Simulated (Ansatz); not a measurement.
# Cobalt, hcp under LDA: testing the plane-wave cutoff, part 1 of 2

A convergence test of the plane-wave cutoff. The geometry was relaxed under LDA beforehand and stays fixed; 9 values are run, from 150 to 800 eV. Wanted are the values from which on the energy stays within 10 and 1 meV/atom, and the pressure within 0.5 GPa, of the last run. Within the series other settings stay. Spin polarisation is left out.

Method: DFT LDA, plane waves with PAW, scalar-relativistic, in Ansatz 0.2.0.

## 1. Starting point

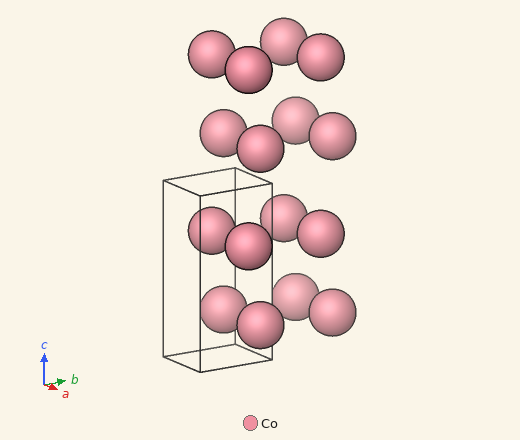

The structure, seen slightly off an axis (cobalt pink). 2×2×2 cells are drawn. Any atoms on the faces are drawn again on the opposite ones.

Coordinates:

```xyz
2
Lattice="2.3996 0.0000 0.0000 -1.1998 2.0781 0.0000 0.0000 0.0000 3.8657" Properties=species:S:1:pos:R:3 pbc="T T T"
Co    0.0000    1.3854    0.9664
Co    1.1998    0.6927    2.8993
```

## 2. A run at the usual settings, for scale

input.yaml

```yaml
crystal:
  lattice:
    - [2.399568643, 0.0, 0.0]
    - [-1.1997843215, 2.078087403, 0.0]
    - [0.0, 0.0, 3.8656883379]
  atoms:
    - { symbol: Co, position: [0.3333333333, 0.6666666667, 0.25] }
    - { symbol: Co, position: [0.6666666667, 0.3333333333, 0.75] }
hamiltonian:
  xc: lda
  pseudopotentials:
    kind: paw
    azcp:
      Co: "pseudopotentials/Co.paw.azcp"
basis:
  ecutwfc: 420
  fft_grid_basis: typed
kpoints:
  mp_grid: { grid: [25, 25, 13], shift: [0, 0, 0] }
magnetization:
  spin_polarized: false
scf:
  occupations: { method: fermi_dirac, width: 0.1 }
  lower_state_search: "off"
output:
  stress: true
```

On the command line:

```
> ansatz run input.yaml --threads 2 --pin off --max-ram 5120MiB --backend cpu --events-out ev --progress --plain --runs-dir out
```

Log, cut to the lines that bear on the results:

```text
Warning: <dir> the record states the generating functional pbe (its physics header spells it `PBE`), which answers neither for hamiltonian.xc's functional nor for the lda family's — results may be inconsistent (PPs are generated against a specific XC)
Warning: RAYON_NUM_THREADS=2 ignored (pool sized by the plan → 2); use --threads N
[...]
Pseudopotentials: kind: paw
Pseudopotential: Co, paw, valence charge 17, recommended cutoff 420 eV (normal), <dir>
Functional definition: SPW92
[...]
Crystal: 2 atoms, lattice volume = 19.276 Å³
Basis set: ecut = 420 eV, 379 PW (Γ)
Bands: 21, of which v1, the nominal top of the filled ones, is band 17 counted from 1 (16 counted from 0)
Symmetry: 24 space group operations
Space group: P63/mmc (ITA 194), of the structure as read, at distance tolerance 2.7e-5 Å
k-points: 455 of 8125
[...]
SCF iter   1: F=—  HF=-10125.405566 eV  |F-HF|=—  |Δ(HF+E_count)|=         —  Δρ=2.46e-2  dr2=4.95e-2  ethr=1.77e-3  ⟨swp⟩=4.4  Hψ=35152  notcnv=0
[...]
SCF iter   6: F=-10125.395947 eV  HF=-10125.395947 eV  |F-HF|=2.28e-9  |Δ(HF+E_count)|=   1.26e-7  Δρ=7.35e-6  dr2=2.40e-9  ethr=2.94e-10  ⟨swp⟩=4.5  Hψ=36119  notcnv=0
[...]
SCF converged after 6 iterations
Free energy (F): -10125.395947 eV
[...]
E sigma→0 (E₀):  -10125.315636 eV
Entropy (-TS):   -0.160623 eV (-80.312 meV/atom)
Fermi energy:    21.112859 eV
[...]
--- Stress (GPa, compression-positive) ---
       -0.032448       0.000000       0.000000
       -0.000000      -0.032448      -0.000000
        0.000000      -0.000000      -0.021836
  P = ⅓ Tr σ = -0.0289 GPa (-0.289 kbar)
```

Run time: 7.7 s. Hardware: 2 threads of Arm Neoverse N1, shared host; peak memory 0.42 GiB.

## 3. Run at 150 eV

The run at 150 eV.

Changes to input.yaml since step 2:

```diff
@@ -15,6 +15,6 @@
 basis:
-  ecutwfc: 420
+  ecutwfc: 150
   fft_grid_basis: typed
 kpoints:
-  mp_grid: { grid: [25, 25, 13], shift: [0, 0, 0] }
+  mp_grid: { grid: [15, 15, 8], shift: [0, 0, 0] }
 magnetization:
```

On the command line:

```
> ansatz run input.yaml --threads 2 --pin off --max-ram 5120MiB --backend cpu --events-out ev --progress --plain --runs-dir out
```

Log, cut to the lines that bear on the results:

```text
Warning: basis.ecutwfc = 150 eV is below the records' recommended 420 eV, and the density's cutoff is lower with it unless basis.ecutrho_ratio is high enough to keep the records' density cutoff: compare with a run at a higher cutoff
Warning: <dir> the record states the generating functional pbe (its physics header spells it `PBE`), which answers neither for hamiltonian.xc's functional nor for the lda family's — results may be inconsistent (PPs are generated against a specific XC)
Warning: RAYON_NUM_THREADS=2 ignored (pool sized by the plan → 2); use --threads N
[...]
Pseudopotentials: kind: paw
Pseudopotential: Co, paw, valence charge 17, recommended cutoff 420 eV (normal), <dir>
Functional definition: SPW92
[...]
Crystal: 2 atoms, lattice volume = 19.276 Å³
Basis set: ecut = 150 eV, 97 PW (Γ)
Bands: 21, of which v1, the nominal top of the filled ones, is band 17 counted from 1 (16 counted from 0)
Symmetry: 24 space group operations
Space group: P63/mmc (ITA 194), of the structure as read, at distance tolerance 2.7e-5 Å
k-points: 135 of 1800
[...]
SCF iter   1: F=—  HF=-9969.694930 eV  |F-HF|=—  |Δ(HF+E_count)|=         —  Δρ=1.22e0  dr2=1.13e2  ethr=1.77e-3  ⟨swp⟩=1.6  Hψ=10498  notcnv=0
[...]
SCF iter   8: F=-9912.431896 eV  HF=-9912.431896 eV  |F-HF|=2.64e-10  |Δ(HF+E_count)|=  1.27e-11  Δρ=2.02e-6  dr2=4.34e-10  ethr=2.89e-11  ⟨swp⟩=1.5  Hψ=7824  notcnv=0
[...]
SCF converged after 8 iterations
Free energy (F): -9912.431896 eV
[...]
E sigma→0 (E₀):  -9912.406323 eV
Entropy (-TS):   -0.051145 eV (-25.572 meV/atom)
Fermi energy:    20.908537 eV
[...]
--- Stress (GPa, compression-positive) ---
      370.569247       0.000000      -0.000000
       -0.000000     370.569247      -0.000000
       -0.000000      -0.000000     405.912536
  P = ⅓ Tr σ = 382.3503 GPa (3823.503 kbar)
```

Run time: 1.7 s. Hardware: 2 threads of Arm Neoverse N1, shared host; peak memory 0.26 GiB.

## 4. Run at 200 eV

The run at 200 eV.

Changes to input.yaml since step 3:

```diff
@@ -15,3 +15,3 @@
 basis:
-  ecutwfc: 150
+  ecutwfc: 200
   fft_grid_basis: typed
```

On the command line:

```
> ansatz run input.yaml --threads 2 --pin off --max-ram 5120MiB --backend cpu --events-out ev --progress --plain --runs-dir out
```

Log, cut to the lines that bear on the results:

```text
Warning: basis.ecutwfc = 200 eV is below the records' recommended 420 eV, and the density's cutoff is lower with it unless basis.ecutrho_ratio is high enough to keep the records' density cutoff: compare with a run at a higher cutoff
Warning: <dir> the record states the generating functional pbe (its physics header spells it `PBE`), which answers neither for hamiltonian.xc's functional nor for the lda family's — results may be inconsistent (PPs are generated against a specific XC)
Warning: RAYON_NUM_THREADS=2 ignored (pool sized by the plan → 2); use --threads N
[...]
Pseudopotentials: kind: paw
Pseudopotential: Co, paw, valence charge 17, recommended cutoff 420 eV (normal), <dir>
Functional definition: SPW92
[...]
Crystal: 2 atoms, lattice volume = 19.276 Å³
Basis set: ecut = 200 eV, 135 PW (Γ)
Bands: 21, of which v1, the nominal top of the filled ones, is band 17 counted from 1 (16 counted from 0)
Symmetry: 24 space group operations
Space group: P63/mmc (ITA 194), of the structure as read, at distance tolerance 2.7e-5 Å
k-points: 135 of 1800
[...]
SCF iter   1: F=—  HF=-10090.009138 eV  |F-HF|=—  |Δ(HF+E_count)|=         —  Δρ=4.21e-1  dr2=1.17e1  ethr=1.77e-3  ⟨swp⟩=3.9  Hψ=9819  notcnv=0
[...]
SCF iter   7: F=-10082.991013 eV  HF=-10082.991013 eV  |F-HF|=1.56e-10  |Δ(HF+E_count)|=   2.09e-8  Δρ=3.23e-6  dr2=3.83e-10  ethr=2.11e-10  ⟨swp⟩=2.1  Hψ=9067  notcnv=0
[...]
SCF converged after 7 iterations
Free energy (F): -10082.991013 eV
[...]
E sigma→0 (E₀):  -10082.912591 eV
Entropy (-TS):   -0.156844 eV (-78.422 meV/atom)
Fermi energy:    19.181069 eV
[...]
--- Stress (GPa, compression-positive) ---
     -135.579421       0.000000      -0.000000
        0.000000    -135.579421       0.000000
       -0.000000       0.000000    -143.385345
  P = ⅓ Tr σ = -138.1814 GPa (-1381.814 kbar)
```

Run time: 1.8 s. Hardware: 2 threads of Arm Neoverse N1, shared host; peak memory 0.27 GiB.

## 5. Run at 250 eV

The run at 250 eV.

Changes to input.yaml since step 4:

```diff
@@ -15,3 +15,3 @@
 basis:
-  ecutwfc: 200
+  ecutwfc: 250
   fft_grid_basis: typed
```

On the command line:

```
> ansatz run input.yaml --threads 2 --pin off --max-ram 5120MiB --backend cpu --events-out ev --progress --plain --runs-dir out
```

Log, cut to the lines that bear on the results:

```text
Warning: basis.ecutwfc = 250 eV is below the records' recommended 420 eV, and the density's cutoff is lower with it unless basis.ecutrho_ratio is high enough to keep the records' density cutoff: compare with a run at a higher cutoff
Warning: <dir> the record states the generating functional pbe (its physics header spells it `PBE`), which answers neither for hamiltonian.xc's functional nor for the lda family's — results may be inconsistent (PPs are generated against a specific XC)
Warning: RAYON_NUM_THREADS=2 ignored (pool sized by the plan → 2); use --threads N
[...]
Pseudopotentials: kind: paw
Pseudopotential: Co, paw, valence charge 17, recommended cutoff 420 eV (normal), <dir>
Functional definition: SPW92
[...]
Crystal: 2 atoms, lattice volume = 19.276 Å³
Basis set: ecut = 250 eV, 159 PW (Γ)
Bands: 21, of which v1, the nominal top of the filled ones, is band 17 counted from 1 (16 counted from 0)
Symmetry: 24 space group operations
Space group: P63/mmc (ITA 194), of the structure as read, at distance tolerance 2.7e-5 Å
k-points: 135 of 1800
[...]
SCF iter   1: F=—  HF=-10117.335773 eV  |F-HF|=—  |Δ(HF+E_count)|=         —  Δρ=1.27e-1  dr2=9.43e-1  ethr=1.77e-3  ⟨swp⟩=4.0  Hψ=9987  notcnv=0
[...]
SCF iter   7: F=-10116.427014 eV  HF=-10116.427014 eV  |F-HF|=4.69e-8  |Δ(HF+E_count)|=   9.10e-7  Δρ=3.24e-5  dr2=4.58e-8  ethr=2.94e-10  ⟨swp⟩=3.0  Hψ=9947  notcnv=0
[...]
SCF converged after 7 iterations
Free energy (F): -10116.427014 eV
[...]
E sigma→0 (E₀):  -10116.335508 eV
Entropy (-TS):   -0.183011 eV (-91.506 meV/atom)
Fermi energy:    20.275046 eV
[...]
--- Stress (GPa, compression-positive) ---
       -0.462721      -0.000000      -0.000000
        0.000000      -0.462721      -0.000000
       -0.000000      -0.000000       2.969711
  P = ⅓ Tr σ = 0.6814 GPa (6.814 kbar)
```

It took 1.8 s on 2 threads of Arm Neoverse N1, shared host; peak memory 0.28 GiB.

## 6. Run at 300 eV

The run at 300 eV.

Changes to input.yaml since step 5:

```diff
@@ -15,3 +15,3 @@
 basis:
-  ecutwfc: 250
+  ecutwfc: 300
   fft_grid_basis: typed
```

On the command line:

```
> ansatz run input.yaml --threads 2 --pin off --max-ram 5120MiB --backend cpu --events-out ev --progress --plain --runs-dir out
```

Log, cut to the lines that bear on the results:

```text
Warning: basis.ecutwfc = 300 eV is below the records' recommended 420 eV, and the density's cutoff is lower with it unless basis.ecutrho_ratio is high enough to keep the records' density cutoff: compare with a run at a higher cutoff
Warning: <dir> the record states the generating functional pbe (its physics header spells it `PBE`), which answers neither for hamiltonian.xc's functional nor for the lda family's — results may be inconsistent (PPs are generated against a specific XC)
Warning: RAYON_NUM_THREADS=2 ignored (pool sized by the plan → 2); use --threads N
[...]
Pseudopotentials: kind: paw
Pseudopotential: Co, paw, valence charge 17, recommended cutoff 420 eV (normal), <dir>
Functional definition: SPW92
[...]
Crystal: 2 atoms, lattice volume = 19.276 Å³
Basis set: ecut = 300 eV, 233 PW (Γ)
Bands: 21, of which v1, the nominal top of the filled ones, is band 17 counted from 1 (16 counted from 0)
Symmetry: 24 space group operations
Space group: P63/mmc (ITA 194), of the structure as read, at distance tolerance 2.7e-5 Å
k-points: 135 of 1800
[...]
SCF iter   1: F=—  HF=-10124.204477 eV  |F-HF|=—  |Δ(HF+E_count)|=         —  Δρ=3.95e-2  dr2=9.62e-2  ethr=1.77e-3  ⟨swp⟩=4.3  Hψ=10138  notcnv=0
[...]
SCF iter   6: F=-10124.096927 eV  HF=-10124.096927 eV  |F-HF|=8.17e-9  |Δ(HF+E_count)|=   2.11e-7  Δρ=1.64e-5  dr2=1.00e-8  ethr=2.94e-10  ⟨swp⟩=4.0  Hψ=9975  notcnv=0
[...]
SCF converged after 6 iterations
Free energy (F): -10124.096927 eV
[...]
E sigma→0 (E₀):  -10124.015816 eV
Entropy (-TS):   -0.162222 eV (-81.111 meV/atom)
Fermi energy:    20.905030 eV
[...]
--- Stress (GPa, compression-positive) ---
       10.484670       0.000000      -0.000000
        0.000000      10.484670      -0.000000
       -0.000000      -0.000000       6.814390
  P = ⅓ Tr σ = 9.2612 GPa (92.612 kbar)
```

Run time: 1.8 s. Hardware: 2 threads of Arm Neoverse N1, shared host; peak memory 0.29 GiB.

(Continued in part 2 of 2.)
